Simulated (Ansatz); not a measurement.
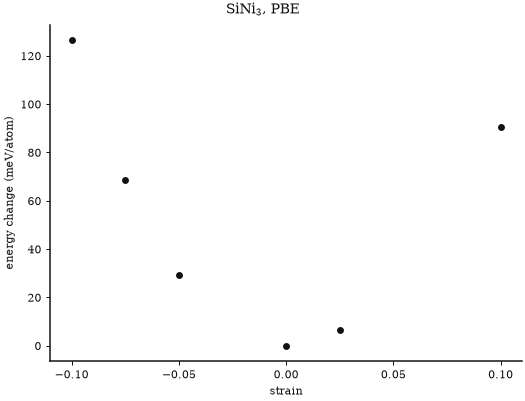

Plotted: energy change against strain for SiNi₃, space group Pm-3m (No. 221).

The given structure:
```yaml
crystal:
  lattice:
    - [3.50626, 0.00000, 0.00000]
    - [0.00000, 3.50626, 0.00000]
    - [0.00000, 0.00000, 3.50626]
  atoms:
    - { symbol: Si, position: [0.00000, 0.00000, 0.00000] }
    - { symbol: Ni, position: [0.00000, 0.50000, 0.50000] }
    - { symbol: Ni, position: [0.50000, 0.00000, 0.50000] }
    - { symbol: Ni, position: [0.50000, 0.50000, 0.00000] }
```

How it was computed, with Ansatz 0.2.0: homogeneous strain of a crystal along one Voigt pattern with engineering shear, fractional coordinates fixed, by plane-wave density functional theory with PAW datasets, free energies less that of the undisturbed cell; scalar-relativistic. Level: PBE, no spin polarisation.

```
       setting                                                          value
   wave cutoff                                                         420 eV
        k mesh                                                       14×14×14
   occupations                                                       Gaussian
smearing width                                                        0.15 eV
       k shift                                         (0, 0, 0) (mesh steps)
         start                                                        relaxed
strain pattern  (0, 1, 0, 0, 0, 0) (xx yy zz yz xz xy with engineering shear)
```

The points at strain 0.050 and 0.075 are left out of the plot. What values does the calculation give there?

```json
{"strain": "0.050", "energy change (meV/atom)": "25"}
{"strain": "0.075", "energy change (meV/atom)": "53"}
```

Limits of the calculation: no spin polarisation, a magnetic state may lie lower.
